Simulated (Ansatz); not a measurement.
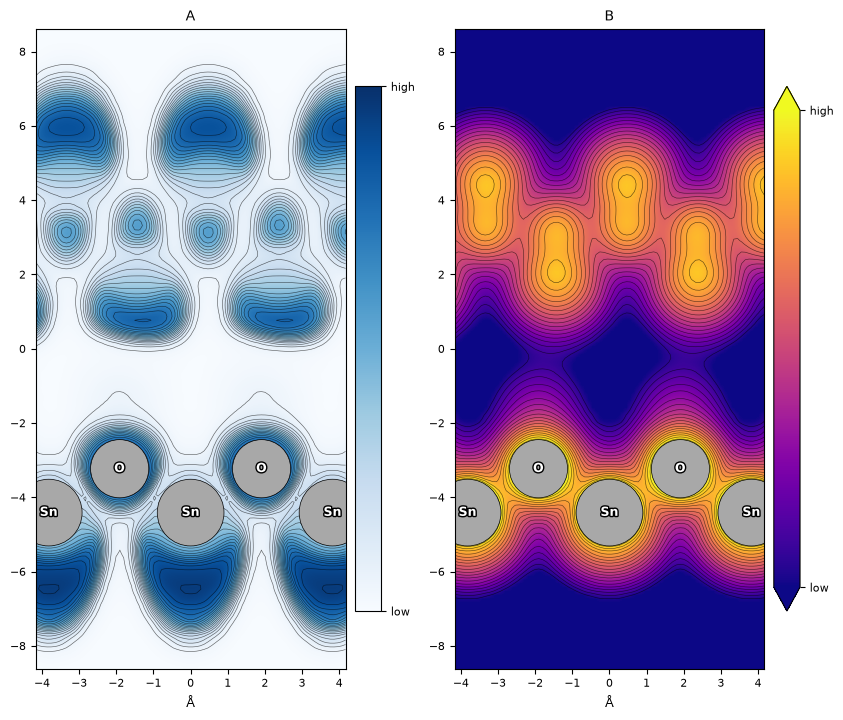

SnO (slab): 2 fields on the (010) plane of the calculation cell, a cut from vacuum to vacuum, with unlabelled colour scales. Grey discs cover the atomic cores.

A point of a scan over the structure, not its minimum; PAW files of the earlier set (soft_1).

Theory: DFT PBE+D3(BJ), scalar-relativistic, plane waves, PAW in Ansatz.

Match the panels to the quantities (electron localisation function and valence pseudo-density).

Panel A: electron localisation function. Panel B: valence pseudo-density. From the grid: Sn–O (2.25 Å): the density is about 0.44 e/Å³ at the midpoint; the ELF peaks at about 0.85 in the valence shell of O, 0.6 Å from its nucleus, and is about 0.20 at the midpoint (no shared electron pair shows on this line).
